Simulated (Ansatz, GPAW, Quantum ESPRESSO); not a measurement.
**SiC: valence-band photoemission**

Aim: the valence spectrum of SiC from He I to hard X-rays, and which orbitals make each feature.

Method: DFT, PBEsol, plane-wave PAW, default files, scalar-relativistic, in the first sound run; inputs show where later runs differ, in Ansatz 0.2.0, Quantum ESPRESSO 7.5 and GPAW 26.7.0.

## Step 1: Set-up

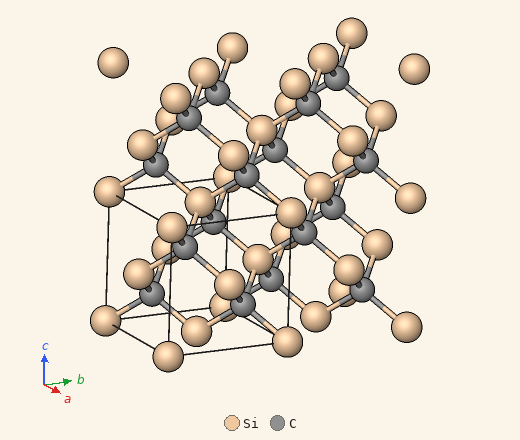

The starting structure, seen slightly off an axis (silicon light orange, carbon grey). 1×2×2 cells are drawn. This picture shows the conventional cell, with its axes. Bonds to atoms that aren't drawn are left out. Some periodic images of atoms are drawn too.

## Step 2: The base run

The base run gives the projected DOS, from which the spectra are built. The DOS is taken on a denser mesh than the density.

input.yaml

```yaml
crystal:
  lattice:
    - [0.0, 2.179, 2.179]
    - [2.179, 0.0, 2.179]
    - [2.179, 2.179, 0.0]
  atoms:
    - { symbol: Si, position: [0.0, 0.0, 0.0] }
    - { symbol: C, position: [0.75, 0.75, 0.75] }
kpoints:
  mp_grid: { grid: [16, 16, 16] }
  band_path:
    path:
      - [[0.0, 0.0, 0.0], [-0.5, -0.5, 0.0], [-0.375, -0.375, 0.25]]
      - [[-0.375, 0.0, 0.375], [0.0, 0.0, 0.0], [0.0, 0.0, 0.5], [-0.5, -0.25, 0.25], [-0.5, -0.5, 0.0]]
    npoints: 15
scf:
  occupations: { method: fermi_dirac, width: 0.05 }
  n_extra_bands: 8
hamiltonian:
  xc: pbesol
  pseudopotentials: { kind: paw }
output:
  forces: true
  stress: true
  dos:
    projected: true
    de: 0.05
    e_range: [-28, 12]
    nscf_kmesh: { grid: [26, 26, 26] }
  fatbands: true
```

Launch:

```bash
> ansatz run input.yaml --threads 2 --pin off --max-ram 6144MiB --backend cpu --events-out ev --progress --plain --runs-dir out
```

Numbers of over 12 decimals in the logs are rounded to 6 here.

What it wrote:

```text
scf.n_extra_bands = 8 over 4 filled bands (N_el = 8.0): the run solves 12 bands
Engine: ansatz 0.2.0, aarch64-unknown-linux-gnu
Pseudopotentials: kind: paw
Pseudopotential: Si, paw, valence charge 4, recommended cutoff 420 eV (normal), Si.paw.azcp
Pseudopotential: C, paw, valence charge 4, recommended cutoff 420 eV (normal), C.paw.azcp
Functional definition: PBEsol
  exchange = pbesol_x
  correlation = pbesol_c
Crystal: 2 atoms, lattice volume = 20.692 Å³
Basis set: ecut = 420 eV, 411 PW (Γ), exchange–correlation on 48×48×48 points (8 copies of the dense FFT grid, shifted against one another)
Bands: 12, of which v1, the nominal top of the filled ones, is band 4 counted from 1 (3 counted from 0)
Symmetry: 24 space group operations
Space group: F-43m (ITA 216), of the structure as read, at distance tolerance 2.7e-5 Å
k-points: 145 of 4096 (time reversal used)
Non-local potential: Si, projectors of the file, l = 0: 2, l = 1: 2, l = 2: 2
Non-local potential: C, projectors of the file, l = 0: 2, l = 1: 2, l = 2: 1
PAW form: soft (Blöchl's): semilocal exchange-correlation on the pseudo side does not see the compensation charge
PAW frozen core: Si, regenerated for the run's functional, and the local potential with it (the file was generated under x = pbe(κ = 0.804, μ = 0.219515), c = pbe(β = 0.066725))
PAW frozen core: C, regenerated for the run's functional, and the local potential with it (the file was generated under x = pbe(κ = 0.804, μ = 0.219515), c = pbe(β = 0.066725))
PAW one-centre angular grid: Si, 110 points (default); XC on 64 Gauss nodes
PAW one-centre angular grid: C, 110 points (default); XC on 64 Gauss nodes
Initial density: superposition of atomic densities (neutral atoms: chi_scale 0, normalization atom), corrected by the library's trained network
Initial wavefunctions: pseudopotential atomic-orbital guess
Functional: x = pbesol(κ = 0.804, μ = 0.123457), c = pbesol(β = 0.046)
SCF iter   1: F=—  HF=-868.711142 eV  |F-HF|=—  |Δ(HF+E_count)|=         —  Δρ=8.26e-3  dr2=1.71e-2  ethr=1.77e-3  ⟨swp⟩=5.7  Hψ=11702  notcnv=0  defer=89
preconditioner: auto → none  [insulator: Δε(μ)=1.138 eV  Ē_g=18.671 eV  σ=0.050 eV  W_gap=1.00  n_scr=0 (ndim 8)  ℏωp=23.1 eV  f_vac=0.000  D(μ)=0.00/eV (n_scr^D=0)  ε∞_Penn≈2.5]
SCF iter   2: F=—  HF=-868.706472 eV  |F-HF|=—  |Δ(HF+E_count)|=   4.67e-3  Δρ=2.44e-3  dr2=1.02e-3  ethr=2.13e-4  ⟨swp⟩=2.0  Hψ=3671  notcnv=0  defer=342
SCF iter   3: F=—  HF=-868.706184 eV  |F-HF|=—  |Δ(HF+E_count)|=   2.87e-4  Δρ=7.45e-4  dr2=7.36e-5  ethr=1.28e-5  ⟨swp⟩=2.4  Hψ=1908  notcnv=0  defer=342
SCF iter   4: F=—  HF=-868.706185 eV  |F-HF|=—  |Δ(HF+E_count)|=   5.84e-7  Δρ=9.90e-5  dr2=9.34e-7  ethr=9.20e-7  ⟨swp⟩=2.0  Hψ=1954  notcnv=0  defer=342
iter 5 did not close the SCF: its close was put off for the readings that it lacked (scf_convergence_deferred on its scf_iter line)
SCF iter   5: F=-868.706186 eV  HF=-868.706186 eV  |F-HF|=1.10e-8  |Δ(HF+E_count)|=   6.23e-7  Δρ=9.16e-6  dr2=1.80e-8  ethr=1.17e-8  ⟨swp⟩=2.1  Hψ=1925  notcnv=0  defer=342
SCF iter   6: F=-868.706186 eV  HF=-868.706186 eV  |F-HF|=1.46e-10  |Δ(HF+E_count)|=   5.16e-9  Δρ=2.04e-6  dr2=6.36e-10  ethr=2.25e-10  ⟨swp⟩=6.3  Hψ=7467  notcnv=0
SCF 1 converged in 6 iterations: F = -868.706186 eV  dr2 = 6.36e-10
  greatest PAW one-centre occupation: 0.643 electrons in one spin orbital (limit 2), on the C atom at site 1 (counted from 0), in its partial waves of l = 0
NSCF: frozen V_eff on 92 k-points
NSCF: frozen V_eff on 511 k-points
SCF converged after 6 iterations
Free energy (F): -868.706186 eV
Harris-Foulkes:  -868.706186 eV  (|F-HF|=1.46e-10)
Internal energy: -868.706186 eV  (E = F + TS)
E sigma→0 (E₀):  -868.706186 eV
Entropy (-TS):   -0.000000 eV (-0.000 meV/atom)
Fermi energy:    10.086154 eV
--- Per-component energies (eV) ---
  E_band       = 28.070531
  E_kinetic    = 135.249002
  E_local      = -103.789108  (includes V_loc(G=0)·N_el)
  E_nonlocal   = 51.980080
  E_hartree    = 31.534189
  E_xc         = -104.608589
  E_vxc        = -109.133481  (∫ρ·V_xc dr)
  E_paw        = -594.340651  (= ΣΔE_a)
  E_vpaw       = -9.304198  (= ΣTr[D̂ρ^β])
  E_aug_tail   = 0.000011  (compensation charges beyond the density's cutoff)
  E_ewald      = -284.783780
  E_core_change = 0.052661  (= ΣΔE_core)
  E_smearing   = -0.000000  (= −TS)
  E_closure    = 0.000000  (closes the sum)
  Σ components = -868.706186   (vs F -868.706186, Δ=0.00e0)
--- Forces (eV/Å), atoms counted from 1 ---
  atom   1  Si    -0.00000000     0.00000000    -0.00000000
  atom   2  C      0.00000000    -0.00000000     0.00000000
  max |Σ_I F_I| component: 1.48e-16 eV/Å
--- Stress (GPa, compression-positive) ---
       -0.181263       0.000000      -0.000000
        0.000000      -0.181263       0.000000
       -0.000000       0.000000      -0.181263
  P = ⅓ Tr σ = -0.1813 GPa (-1.813 kbar)
--- Band table (eV; the first three rows and the last of 145) ---
  k-point 0: bands = [-6.0030, 9.4181, 9.4181, 9.4181, 15.5855, 16.6610, 16.6610, 16.6610, ... 4 higher]
  k-point 1: bands = [-5.9262, 8.9896, 9.3631, 9.3631, 15.7586, 16.7214, 16.7642, 16.7642, ... 4 higher]
  k-point 2: bands = [-5.6970, 7.9257, 9.2157, 9.2157, 15.8195, 17.0133, 17.0133, 17.1865, ... 4 higher]
  k-point 144: bands = [-0.6965, 2.3768, 4.3699, 4.6750, 14.5382, 18.7818, 18.8302, 19.0455, ... 4 higher]
```

Run time: 7.9 s. Hardware: 2 threads of Arm Neoverse V1, shared host; peak memory 0.32 GiB.

Numbers from this step:

| Property | Result |
| --- | --- |
| free energy | -868.7062 eV |
| Fermi energy | 10.09 eV |
| symmetry operations | 24 |
| pressure | -0.1813 GPa |
| gap on the k-mesh | 1.244 eV |
| zero of energy | valence-band maximum |
| share of occupied states in no projected shell | 0.009 of the occupied states in the window |
| gap on the path | 1.244 eV |
| least direct gap on the path | 4.453 eV |
| valence top on path | 0 eV |

Electronic bands along the path, in eV, zero at the valence-band maximum; v1 is the highest filled band, c1 the lowest empty one:

| point | v4 | v3 | v2 | v1 | c1 | c2 |
| --- | --- | --- | --- | --- | --- | --- |
| Γ | -15.42 | 0.00 | 0.00 | 0.00 | 6.17 | 7.24 |
| X | -10.35 | -7.83 | -3.21 | -3.21 | 1.24 | 4.20 |
| U | -10.35 | -7.30 | -5.61 | -2.61 | 3.00 | 7.67 |
| jump to K | -10.35 | -7.30 | -5.61 | -2.61 | 3.00 | 7.67 |
| Γ | -15.42 | 0.00 | 0.00 | 0.00 | 6.17 | 7.24 |
| L | -11.82 | -8.60 | -1.06 | -1.06 | 5.37 | 7.14 |
| W | -10.12 | -7.04 | -5.05 | -4.74 | 5.12 | 9.36 |
| X | -10.35 | -7.83 | -3.21 | -3.21 | 1.24 | 4.20 |

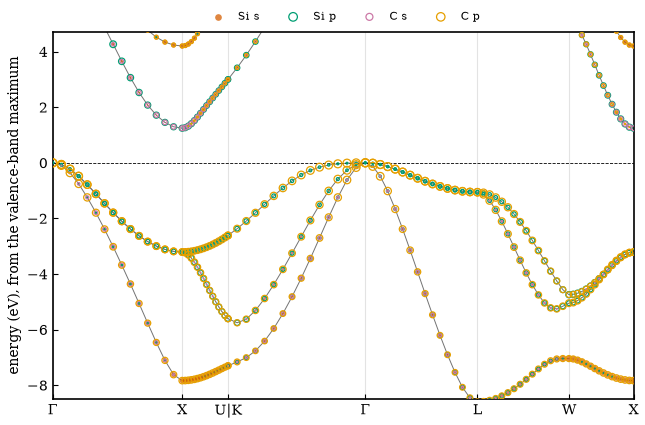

Electronic bands along the path; dots are coloured as in the legend, and their area grows with the weight.

The DOS has structure finer than the step of the table below, so its rows give means over 2 eV, whole bins alone (the curve runs from -16.9 to 12.6 eV). Peaks (eV: height): total -7.1: 1.29, 5.0: 1.19, 7.6: 1.95, 11.0: 1.15; C 2p -7.2: 0.638, -1.2: 0.781, 5.0: 0.336, 7.6: 0.274; Si 3p -10.4: 0.255, -3.2: 0.348, 5.0: 0.436, 7.5: 0.784; C 2s -10.4: 0.397, -7.0: 0.0751, 5.6: 0.172, 7.5: 0.231; Si 3s -7.1: 0.402, 5.6: 0.194, 7.6: 0.302, 11.0: 0.147.

The DOS by E, zero at the valence-band maximum; means over each step; values in states/eV/cell:

| E (eV) | total | C 2p | Si 3p | C 2s | Si 3s |
| --- | --- | --- | --- | --- | --- |
| -14 | 0.236 | 0.0170 | 0.0594 | 0.0834 | 0.0744 |
| -12 | 0.509 | 0.0356 | 0.149 | 0.221 | 0.101 |
| -10 | 0.239 | 0.00719 | 0.0833 | 0.131 | 0.0164 |
| -8 | 0.430 | 0.212 | 0.0814 | 0.0204 | 0.114 |
| -6 | 0.491 | 0.245 | 0.116 | 0.0565 | 0.0704 |
| -4 | 0.805 | 0.468 | 0.243 | 0.0383 | 0.0475 |
| -2 | 1.04 | 0.725 | 0.263 | 0.0175 | 0.0213 |
| 0 | 0.233 | 0.192 | 0.0313 | 0.00165 | 0.00137 |
| 2 | 0.0999 | 0.00949 | 0.0469 | 0.0241 | 0.00240 |
| 4 | 0.466 | 0.0954 | 0.190 | 0.0493 | 0.0296 |
| 6 | 0.686 | 0.115 | 0.225 | 0.0727 | 0.112 |
| 8 | 1.24 | 0.189 | 0.505 | 0.107 | 0.154 |
| 10 | 0.984 | 0.215 | 0.343 | 0.0535 | 0.120 |

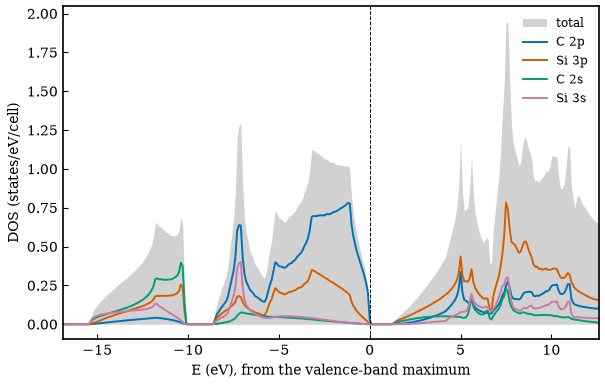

DOS against E.

This run's widths, added to any smearing of the DOS itself: Gaussian 0.3 eV, Lorentzian 0.1 eV plus 0.05 an eV of depth. Intensity against binding energy, zero at the valence-band maximum; values in % of the maximum within 13 eV:

| binding energy (eV) | 21.2 eV | 60 eV | 1486.7 eV | 5414.7 eV | 9251.7 eV |
| --- | --- | --- | --- | --- | --- |
| -1 | 1.66 | 1.86 | 0.845 | 0.633 | 0.596 |
| 0 | 17.1 | 16.3 | 2.26 | 1.26 | 1.12 |
| 1 | 86.9 | 84.7 | 13.9 | 7.02 | 6.03 |
| 2 | 96.7 | 99.7 | 26.1 | 15.4 | 13.8 |
| 3 | 90.5 | 98.5 | 36.3 | 23.9 | 22.0 |
| 4 | 60.7 | 70.6 | 38.2 | 28.9 | 27.4 |
| 5 | 50.1 | 61.0 | 39.2 | 30.7 | 29.2 |
| 6 | 29.4 | 40.2 | 39.9 | 34.8 | 33.7 |
| 7 | 52.8 | 70.7 | 93.1 | 91.9 | 91.6 |
| 8 | 22.5 | 30.4 | 36.4 | 34.9 | 34.6 |
| 9 | 4.29 | 8.76 | 11.6 | 9.70 | 9.26 |
| 10 | 5.47 | 23.0 | 33.1 | 22.9 | 20.6 |
| 11 | 9.41 | 55.0 | 86.7 | 63.8 | 58.4 |
| 12 | - | 48.9 | 85.8 | 68.8 | 64.7 |
| 13 | - | 32.5 | 61.5 | 51.7 | 49.4 |
| 14 | - | 22.0 | 45.5 | 39.9 | 38.5 |
| 15 | - | 11.6 | 26.4 | 23.9 | 23.2 |
| 16 | - | 3.32 | 6.94 | 6.16 | 5.96 |

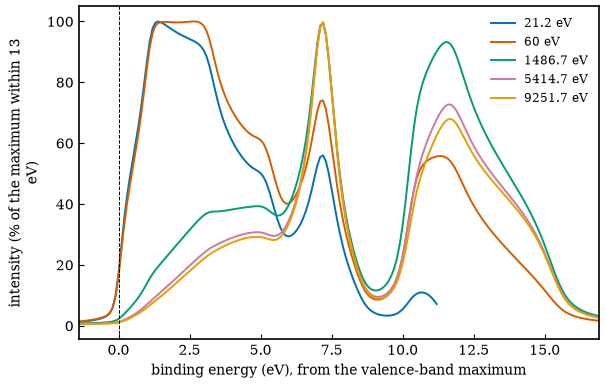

Intensity against binding energy.

Maxima picked by a test of local sharpness, so broad peaks and shoulders can be missing; peaks within 0.45 eV of a curve's cut are left out. Valence peaks, by row:

```csv
photon energy (eV),binding energy (eV),height (% of the maximum within 13 eV),main shell,its share (%)
21.2,10.67,10.98,C 2s,67.17
21.2,7.172,56.17,C 2p,92.17
21.2,1.372,100,C 2p,98.28
60,11.32,55.8,C 2s,70.85
60,7.172,74.37,C 2p,61.71
60,2.672,100,C 2p,80.21
1487,11.52,93.26,C 2s,56.2
1487,7.172,100,Si 3s,80.86
5415,11.62,72.78,Si 3s,54.47
5415,7.172,100,Si 3s,90.85
5415,4.872,30.77,Si 3s,72.44
9252,11.67,67.99,Si 3s,60.13
9252,7.172,100,Si 3s,92.75
9252,4.872,29.26,Si 3s,77.79
```

The intensity has structure finer than the step of the table below, so its rows give means over 1 eV, whole bins alone (the curve runs from -16.9 to 1.40 eV). Peaks (eV: height): Si K-beta -11.1: 51.5, -2.9: 100.0; Si L2,3 -11.8: 41.2, -7.2: 99.7; C K -7.2: 53.8, -1.3: 100.0.

Shapes are the site's partial DOS without matrix elements, which overweights lines from ligand s bands. Intensity against emission energy less the core level's binding energy, zero at the valence-band maximum; means over each step; values in % of the unpolarised maximum:

```
emission energy less the core level's binding energy (eV)  Si K-beta  Si L2,3    C K
                                                      -16       4.05     4.45  0.421
                                                      -15       9.96     17.3   1.08
                                                      -14       20.4     28.1   2.40
                                                      -13       31.9     33.9   3.77
                                                      -12       44.7     39.6   4.76
                                                      -11       50.3     28.4   4.06
                                                      -10       28.8     8.35   2.25
                                                       -9       14.6     6.32   4.22
                                                       -8       28.7     33.5   22.5
                                                       -7       40.4     75.4   45.0
                                                       -6       38.6     26.7   28.7
                                                       -5       61.8     21.5   45.9
                                                       -4       77.9     20.7   59.0
                                                       -3       97.1     16.1   86.0
                                                       -2       85.8     9.58   95.6
                                                       -1       51.5     3.76   83.2
                                                        0       13.9    0.706   21.8
```

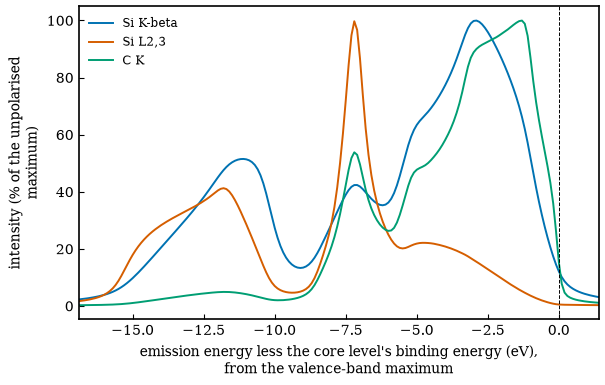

Intensity, plotted against emission energy less the core level's binding energy.

Sums over each group's atoms; left-over states aren't shared out by site. Site centres, by row:

| group | element | shell | occupied states | centre of occupied part (eV) | centre up to the window's top (eV) |
| --- | --- | --- | --- | --- | --- |
| Si1 | Si | 3s | 0.9095 | -8.962 | -0.4308 |
| Si1 | Si | 3p | 2.054 | -6.136 | 2.138 |
| C2 | C | 2s | 1.153 | -10.32 | -4.079 |
| C2 | C | 2p | 3.807 | -3.76 | -0.451 |

Shapes are the site's partial DOS without matrix elements, which overweights lines from ligand s bands. Emission peaks, by row:

```
     line  energy (eV)  height (%)
Si K-beta       -11.12        51.5
Si K-beta       -7.122       42.43
Si K-beta       -2.922         100
  Si L2,3       -11.82       41.25
  Si L2,3       -7.172         100
      C K       -7.172       53.96
      C K       -1.322         100
```

The spectra weight each projected shell by its atomic cross section (Dirac–Hartree–Slater) and angular factor, for linear light with the analyser at 10° from the polarisation. Broadening, on top of any smearing of the DOS itself: a Gaussian of 0.3 eV and a Lorentzian of 0.1 eV plus 0.05 times the binding energy (full widths), Fermi edge at 300 K. Curves are cut 10 eV under the photon energy, above any shell that the free atom's threshold puts out of reach, or at the lower edge of the window: 11.2 eV at 21.2 eV, 16.9 eV at 60 eV, 16.9 eV at 1486.7 eV, 16.9 eV at 5414.7 eV and 16.9 eV at 9251.7 eV. Dipole terms alone, which is rough above 3 keV; no background, satellites or final-state effects.

Share of each shell in the spectrum's area (%), by photon energy:

```
shell  21.2 eV  60 eV  1486.7 eV  5414.7 eV  9251.7 eV
Si 3s      0.8    7.3       49.3       68.2       73.1
Si 3p      1.7   11.5       12.3        3.8        2.2
 C 2s      4.0   23.8       36.6       27.7       24.5
 C 2p     93.4   57.4        1.7        0.3        0.1
```

At this level the gap is 1.24 eV on the path.

(Part 1 of 8 ends here.)

[Logs are printed without paths, hosts, clocks, repeated set-up lines and the standing remarks that a program may print on its own settings, such as how far it seeks lower states.]

[Hosts, paths, dates, database ids (printed as entryN), source tags and the programs' standing remarks are cut or masked in the printed files.]

[Maps of the electrostatic potential energy from Ansatz leave out the sawtooth potential of an applied field or a dipole correction, so their vacuum need not be flat; work functions include it.]

[Peak lists hold at most the 14 tallest peaks of each spectrum; further lines can be left out.]
